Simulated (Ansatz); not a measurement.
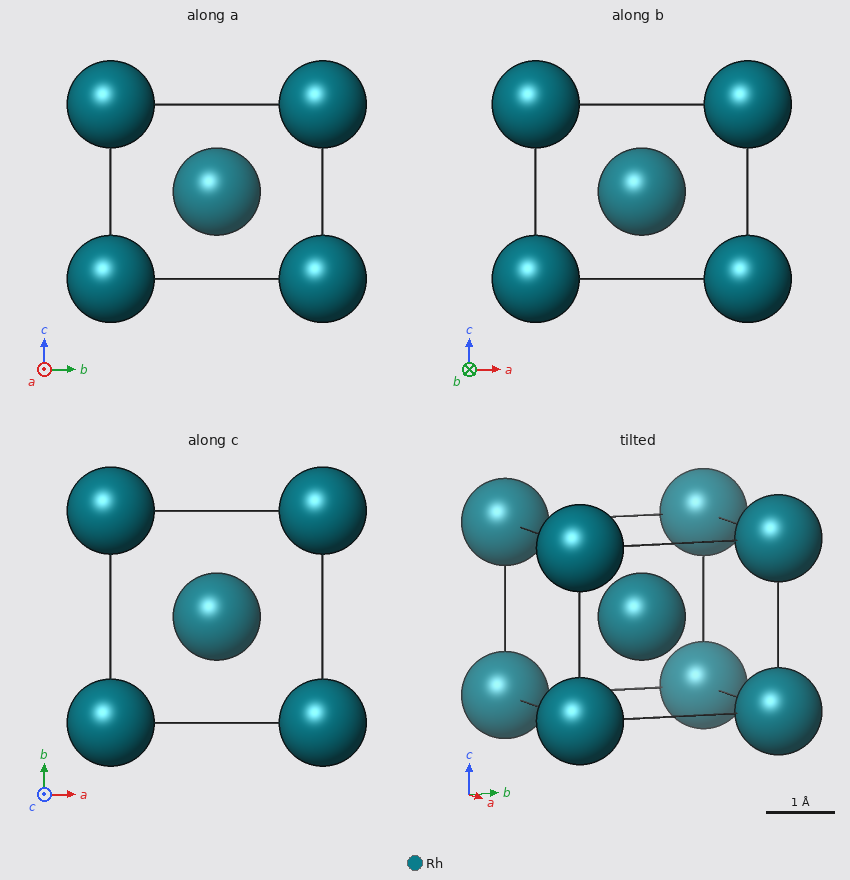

The image is a spheres-only drawing of a crystal, viewed along the a axis, along the b axis, along the c axis and slightly off an axis. One conventional unit cell is framed, with atoms on its boundary repeated.

Lattice parameters: a = 3.1630 Å, b = 3.1630 Å, c = 2.6043 Å, α = 90.000°, β = 90.000°, γ = 90.000°.

Convert the drawing into a CIF in P1 with every atom of the cell.

Answer.
```cif
data_structure
_symmetry_space_group_name_H-M 'P 1'
_symmetry_Int_Tables_number 1
_cell_length_a 3.1630
_cell_length_b 3.1630
_cell_length_c 2.6043
_cell_angle_alpha 90.000
_cell_angle_beta 90.000
_cell_angle_gamma 90.000
_cell_volume 26.06
loop_
_atom_site_label
_atom_site_type_symbol
_atom_site_fract_x
_atom_site_fract_y
_atom_site_fract_z
_atom_site_occupancy
Rh1 Rh 0.0000 0.0000 0.0000 1
Rh2 Rh 0.5000 0.5000 0.5000 1
```

What is drawn is a generated cell, made by putting these elements into a known structure type (the compound may or may not exist in this form); it hasn't been relaxed. An electronic-structure calculation with Ansatz was run on it.

At this level of theory the cell isn't at rest (compressed, at 21 GPa), so its distances can differ from those at equilibrium, the more so the softer the solid.
